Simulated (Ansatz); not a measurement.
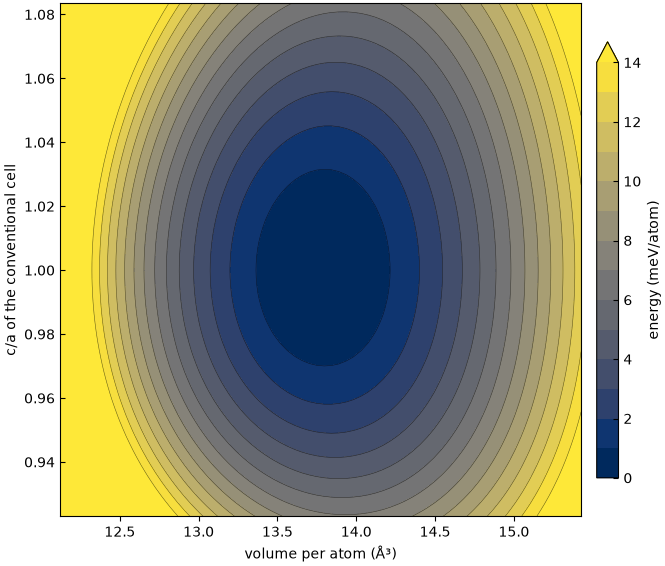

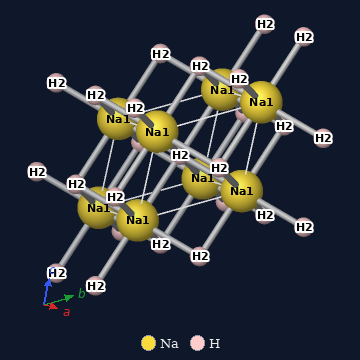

Energy landscape of NaH (Fm-3m, No. 225; 2 atoms in the cell). The energy is mapped over volume and the cell's shape. First axis: volume per atom. Second axis: c/a of the conventional cell. Nothing is relaxed (symmetry fixes all fractional coordinates). The grid has 9 × 9 points. Points are written as (first, second). All energies are given in meV/atom relative to the lowest grid point. Computed with Ansatz, DFT r2SCAN, scalar-relativistic, plane waves, PAW. Settings: cutoff 520 eV, k-mesh 10×10×10, fermi-dirac smearing 0.2 eV, no spin polarisation.

The picture shows filled contours, one colour for all values above the top of the scale. Between grid points the surface is interpolated. The second picture is the structure at the lowest point

**Where are the wells?**

The lowest grid point is at (13.77 Å³, 1.000). It is the only kind of minimum in the scanned range. The highest grid point, (12.12 Å³, 0.923), lies 29.1 meV/atom above the lowest. Round the minimum the two coordinates are nearly uncoupled. The gap on the k-mesh is 4.4 eV at the lowest point and runs from 4.1 to 4.7 eV over the map.

The whole map (81 points run) took 4.1 min on 1 thread of Arm Neoverse V2, on a shared host.
